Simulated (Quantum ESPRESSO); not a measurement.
# Run report: Sn, band-structure run (part 2 of 2)

The same run, continued: Sn (Fd-3m, 2 atoms in the cell); Kohn-Sham DFT of a periodic cell, HLE16, PseudoDojo 0.4.1 SR PBE standard, no spin polarisation (Quantum ESPRESSO 7.5); cutoff 979.61 eV, 7×7×7 k-mesh, fermi-dirac of 0.05 eV. The structure derives from an entry of the Crystallography Open Database.

Geometry of the input (Å; fractional positions):
```
0.0000  3.2333  3.2333
3.2333  0.0000  3.2333
3.2333  3.2333  0.0000
Sn 0.7500  0.7500  0.7500
Sn 0.5000  0.5000  0.5000
```

## The program's output, continued
```
          k = 0.2020 0.2020-0.2020 (  4711 PWs)   bands (ev):

   -18.4198 -18.4198 -18.3826 -18.3136 -18.3136 -18.1462 -18.1462 -18.1136
   -18.0640 -18.0640  -3.4285   1.9152   5.6028   5.6028   7.0146   9.7622
     9.7622  11.8973  13.9483  13.9483  14.3588

          k = 0.3030 0.3030-0.3030 (  4699 PWs)   bands (ev):

   -18.4259 -18.4259 -18.3740 -18.3021 -18.3021 -18.1560 -18.1560 -18.1231
   -18.0572 -18.0572  -2.7622   0.4636   5.3159   5.3159   6.8196   9.9358
     9.9358  13.5915  14.8262  15.2011  15.2011

          k = 0.2020-0.0000 0.0000 (  4729 PWs)   bands (ev):

   -18.4060 -18.4060 -18.4020 -18.3368 -18.3188 -18.1520 -18.1164 -18.0856
   -18.0856 -18.0784  -3.8996   3.8061   5.6321   5.6321   8.2197   8.3905
     9.8729   9.8729  13.0966  14.3890  14.6748

          k = 0.3030 0.1010-0.1010 (  4715 PWs)   bands (ev):

   -18.4243 -18.4172 -18.3865 -18.3183 -18.2935 -18.1786 -18.1360 -18.1001
   -18.0698 -18.0593  -3.4682   2.2654   5.0601   5.1616   8.2615   8.8654
    10.6234  11.0330  13.2824  14.7665  15.2712

          k = 0.4041 0.2020-0.2020 (  4711 PWs)   bands (ev):

   -18.4383 -18.4268 -18.3635 -18.2986 -18.2819 -18.1867 -18.1569 -18.1261
   -18.0567 -18.0439  -2.7891   0.7257   4.4956   4.9552   7.9835   9.6578
    10.7363  11.9995  15.0718  15.2302  15.7495

          k =-0.2020-0.4041 0.4041 (  4696 PWs)   bands (ev):

   -18.4416 -18.4315 -18.3510 -18.2913 -18.2856 -18.1723 -18.1703 -18.1438
   -18.0502 -18.0407  -2.4606   0.1709   4.2050   5.0743   7.8551  10.0397
    10.4636  13.2716  14.7200  14.9289  15.5607

          k =-0.1010-0.3030 0.3030 (  4705 PWs)   bands (ev):

   -18.4331 -18.4298 -18.3612 -18.3084 -18.2889 -18.1723 -18.1503 -18.1336
   -18.0516 -18.0515  -3.0329   1.1962   4.3082   5.4782   7.9006  10.0111
    10.2476  11.9391  13.4918  15.0532  15.9624

          k =-0.0000-0.2020 0.2020 (  4727 PWs)   bands (ev):

   -18.4204 -18.4160 -18.3833 -18.3249 -18.3110 -18.1527 -18.1373 -18.1048
   -18.0731 -18.0616  -3.6547   2.7642   4.9450   5.9795   7.8173   9.3498
     9.7292  10.7977  13.2269  14.2821  14.9715

          k = 0.4041-0.0000 0.0000 (  4700 PWs)   bands (ev):

   -18.4244 -18.4244 -18.3907 -18.3023 -18.2582 -18.2204 -18.1498 -18.0890
   -18.0609 -18.0609  -3.1421   1.6548   4.6676   4.6676   7.8906   8.8793
    11.8430  11.8430  13.2126  15.4010  16.5793

          k = 0.5051 0.1010-0.1010 (  4707 PWs)   bands (ev):

   -18.4412 -18.4326 -18.3619 -18.2788 -18.2464 -18.2327 -18.1738 -18.1205
   -18.0495 -18.0404  -2.5057   0.5131   4.0435   4.4340   8.1321   9.0847
    11.9849  12.3407  15.1808  16.2493  16.6391

          k =-0.1010-0.5051 0.5051 (  4706 PWs)   bands (ev):

   -18.4544 -18.4374 -18.3322 -18.2576 -18.2460 -18.2304 -18.1974 -18.1519
   -18.0429 -18.0260  -1.9310  -0.2782   3.4478   4.5440   8.2044  10.6002
    11.9297  11.9480  14.2960  15.0737  17.4863

          k = 0.0000-0.4041 0.4041 (  4710 PWs)   bands (ev):

   -18.4515 -18.4368 -18.3321 -18.2825 -18.2606 -18.1979 -18.1860 -18.1565
   -18.0434 -18.0300  -2.3668   0.2784   3.4340   4.9601   8.3001  11.0592
    11.4826  11.5533  13.7281  13.9607  17.5895

          k = 0.6061-0.0000 0.0000 (  4712 PWs)   bands (ev):

   -18.4377 -18.4377 -18.3525 -18.2921 -18.2528 -18.1984 -18.1902 -18.1294
   -18.0426 -18.0426  -1.9171  -0.2878   4.1336   4.1336   7.7941   8.2175
    13.8080  13.8080  15.3518  16.6196  17.5148

          k =-0.0000-0.6061 0.6061 (  4712 PWs)   bands (ev):

   -18.4483 -18.4396 -18.3242 -18.2990 -18.2297 -18.2224 -18.1823 -18.1582
   -18.0400 -18.0313  -1.2795  -0.9890   3.6874   4.1749   8.0133   8.8457
    13.4794  13.5281  15.0712  15.9049  17.3946

          k = 0.4041 0.2020 0.0000 (  4708 PWs)   bands (ev):

   -18.4351 -18.4330 -18.3630 -18.3002 -18.2666 -18.2062 -18.1544 -18.1238
   -18.0489 -18.0488  -2.9378   1.1874   4.0924   4.9348   8.8640   9.0188
    10.9431  11.6820  13.8623  15.9739  15.9963

          k =-0.2020-0.4041 0.6061 (  4694 PWs)   bands (ev):

   -18.4499 -18.4386 -18.3336 -18.2789 -18.2548 -18.2146 -18.1796 -18.1534
   -18.0423 -18.0312  -2.2483   0.0959   3.6359   4.5839   8.8059   9.8984
    11.2859  12.1749  14.1581  15.3333  16.8801

          k =-0.1010-0.5051 0.7071 (  4697 PWs)   bands (ev):

   -18.4470 -18.4449 -18.3267 -18.2708 -18.2539 -18.2083 -18.2002 -18.1555
   -18.0352 -18.0332  -1.8086  -0.3818   3.7342   4.0154   8.8452   9.0584
    11.7965  13.2118  15.2392  15.8015  17.1876

          k =-0.0000-0.4041 0.6061 (  4707 PWs)   bands (ev):

   -18.4554 -18.4456 -18.3079 -18.2548 -18.2448 -18.2197 -18.2155 -18.1730
   -18.0343 -18.0245  -1.5545  -0.6543   3.3957   4.0826   9.0696  10.6071
    11.5258  11.5530  14.6063  15.5528  17.5656

     the Fermi energy is     6.4331 ev

!    total energy              =    -337.66092247 Ry
     estimated scf accuracy    <          5.4E-12 Ry
     smearing contrib. (-TS)   =      -0.00004431 Ry
     internal energy E=F+TS    =    -337.66087817 Ry

     The total energy is F=E-TS. E is the sum of the following terms:
     one-electron contribution =    -144.91618012 Ry
     hartree contribution      =      92.09268827 Ry
     xc contribution           =    -112.04040672 Ry
     ewald contribution        =    -172.79697961 Ry

     convergence has been achieved in  11 iterations

     Forces acting on atoms (cartesian axes, Ry/au):

     atom    1 type  1   force =    -0.00000000   -0.00000000   -0.00000000
     atom    2 type  1   force =     0.00000000    0.00000000    0.00000000

     Total force =     0.000000     Total SCF correction =     0.000000

     Computing stress (Cartesian axis) and pressure

          total   stress  (Ry/bohr**3)                   (kbar)     P=      -23.06
  -0.00015677   0.00000000   0.00000000          -23.06        0.00        0.00
   0.00000000  -0.00015677   0.00000000            0.00      -23.06        0.00
   0.00000000   0.00000000  -0.00015677            0.00        0.00      -23.06

=------------------------------------------------------------------------------=
   JOB DONE.
=------------------------------------------------------------------------------=
```

## File pp_density.out
```
This program is part of the open-source Quantum ESPRESSO suite
     for quantum simulation of materials; please cite
         "P. Giannozzi et al., J. Phys.:Condens. Matter 21 395502 (2009);
         "P. Giannozzi et al., J. Phys.:Condens. Matter 29 465901 (2017);
         "P. Giannozzi et al., J. Chem. Phys. 152 154105 (2020);
          URL
     in publications or presentations arising from this work. More details at

     ./tmp/pwscf.save/

     WARNING: libxc functional with ID  545 depends
      on external parameters: check the user_guide of
      QE if you need to modify them or to check their
      default values.

     IMPORTANT: XC functional enforced from input :
     Exchange-correlation= XC-000I-000I-000I-545L-000I-000I
                           (   0   0   0 545   0   0   0)
     Any further DFT definition will be discarded
     Please, verify this is what you really want

     G-vector sticks info
     --------------------
     sticks:   dense  smooth     PW     G-vecs:    dense   smooth      PW
     Sum        1483    1483    433                37509    37509    5817

     Using Slab Decomposition

     Calling punch_plot, plot_num =   0
     Writing data to file  density.dat
     Reading data from file  density.dat

     Writing data to be plotted to file density.cube
     Plot Type: 3D                     Output format: Gaussian cube

=------------------------------------------------------------------------------=
   JOB DONE.
=------------------------------------------------------------------------------=
```

## File pp_potential.out
```
This program is part of the open-source Quantum ESPRESSO suite
     for quantum simulation of materials; please cite
         "P. Giannozzi et al., J. Phys.:Condens. Matter 21 395502 (2009);
         "P. Giannozzi et al., J. Phys.:Condens. Matter 29 465901 (2017);
         "P. Giannozzi et al., J. Chem. Phys. 152 154105 (2020);
          URL
     in publications or presentations arising from this work. More details at

     ./tmp/pwscf.save/

     WARNING: libxc functional with ID  545 depends
      on external parameters: check the user_guide of
      QE if you need to modify them or to check their
      default values.

     IMPORTANT: XC functional enforced from input :
     Exchange-correlation= XC-000I-000I-000I-545L-000I-000I
                           (   0   0   0 545   0   0   0)
     Any further DFT definition will be discarded
     Please, verify this is what you really want

     G-vector sticks info
     --------------------
     sticks:   dense  smooth     PW     G-vecs:    dense   smooth      PW
     Sum        1483    1483    433                37509    37509    5817

     Using Slab Decomposition

     Calling punch_plot, plot_num =  11
     Writing data to file  potential.dat
     Reading data from file  potential.dat

     Writing data to be plotted to file potential.cube
     Plot Type: 3D                     Output format: Gaussian cube

=------------------------------------------------------------------------------=
   JOB DONE.
=------------------------------------------------------------------------------=
```

## File pp_elf.out
```
This program is part of the open-source Quantum ESPRESSO suite
     for quantum simulation of materials; please cite
         "P. Giannozzi et al., J. Phys.:Condens. Matter 21 395502 (2009);
         "P. Giannozzi et al., J. Phys.:Condens. Matter 29 465901 (2017);
         "P. Giannozzi et al., J. Chem. Phys. 152 154105 (2020);
          URL
     in publications or presentations arising from this work. More details at

     ./tmp/pwscf.save/

     WARNING: libxc functional with ID  545 depends
      on external parameters: check the user_guide of
      QE if you need to modify them or to check their
      default values.

     IMPORTANT: XC functional enforced from input :
     Exchange-correlation= XC-000I-000I-000I-545L-000I-000I
                           (   0   0   0 545   0   0   0)
     Any further DFT definition will be discarded
     Please, verify this is what you really want

     G-vector sticks info
     --------------------
     sticks:   dense  smooth     PW     G-vecs:    dense   smooth      PW
     Sum        1483    1483    433                37509    37509    5817

     Using Slab Decomposition

     Calling punch_plot, plot_num =   8
     Message from routine do_elf_kin:
     elf/kin + US not fully implemented
     Writing data to file  elf.dat
     Reading data from file  elf.dat

     Writing data to be plotted to file elf.cube
     Plot Type: 3D                     Output format: Gaussian cube

=------------------------------------------------------------------------------=
   JOB DONE.
=------------------------------------------------------------------------------=
```

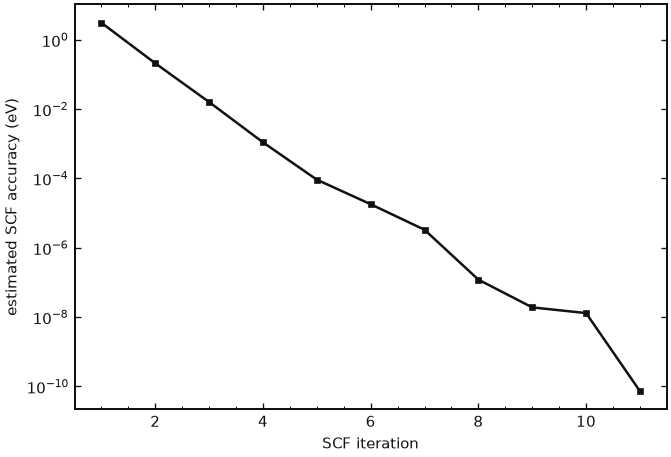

Fig. 1: Convergence of the self-consistent field: estimated SCF accuracy against the iteration. The field takes 11 iterations in all.

## Key numbers

```tsv
quantity	value
outcome	converged
space group (tolerance 0.01 Å)	Fd-3m (227)
electrons treated	28
free energy	−4594.1109 eV
Fermi energy	6.433 eV
gap on the k-point mesh	none (metallic)
pressure	−2.31 GPa
largest force (length of the vector)	under 0.001 eV/Å
wall time	2.1 min
peak memory	0.13 GiB
```

## Notes

Further notes kept with the run: potentials made for another functional. Points of doubt noted for this run: potentials made for another functional.
